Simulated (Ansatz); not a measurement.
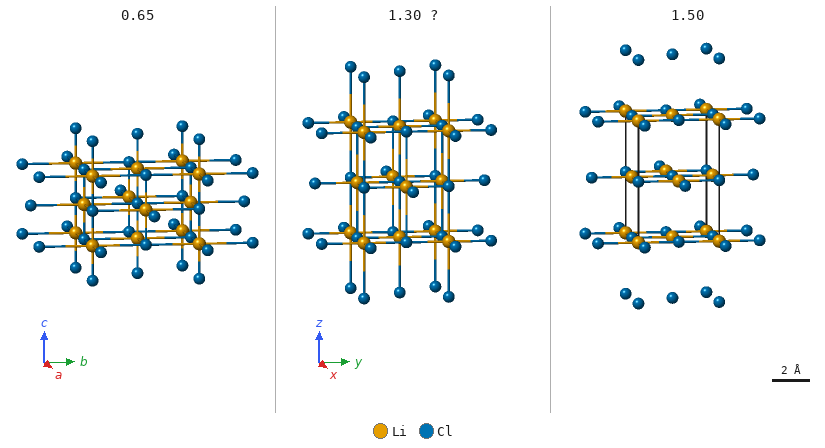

Energy scan for a crystal of LiCl (Fm-3m), in which the ratio of the cell's length along z to its lengths across, counted as 1 for the reference, is changed at fixed volume (a tetragonal or Bain path), with the atoms kept at their fractional coordinates. x, y and z are the Cartesian axes of the input. The picture is a ball-and-stick view of the conventional cell (4 times the calculation's cell), seen along the a axis, with a slight tilt. Lengths and directions refer to the drawn axes.

Theory: Ansatz, DFT PBE, scalar-relativistic, plane waves, PAW. Settings: plane-wave cutoff 420 eV; k-point mesh 8 × 8 × 8; occupations gaussian; smearing width 0.05 eV; no spin polarisation. Energies (free energies at the smearing named) are counted from the cell as listed in its source, which wasn't relaxed.

```
axial ratio over its reference value  ΔE (meV/atom)
                               0.650            466
                               0.707            251
                               0.780            105
                               0.850             38
                               0.920              9
                               0.960              2
                               1.000              0
                               1.050              3
                               1.100             10
                               1.200             35
                               1.300              ?
                               1.414            133
                               1.500            191
```

One row is withheld. What is its energy?

Answer. A straight line between the two neighbours gives 81 meV/atom. A cubic through the four nearest rows (1.100, 1.200, 1.414, 1.500) gives, with Lagrange weights, (−0.1815)(10) + (0.7103)(35) + (0.6922)(133) + (−0.2209)(191) = 73 meV/atom. The calculation gives 73 meV/atom, so the cubic is right to the digits shown and the straight line 8 meV/atom too high, as the curve bends upwards here.

The whole profile:

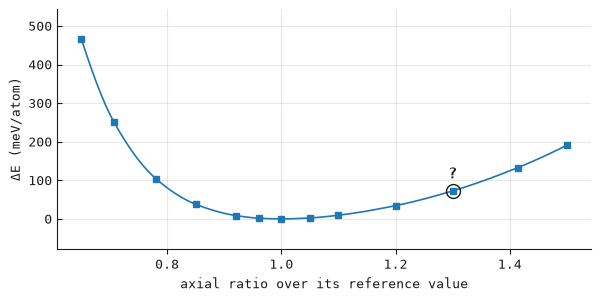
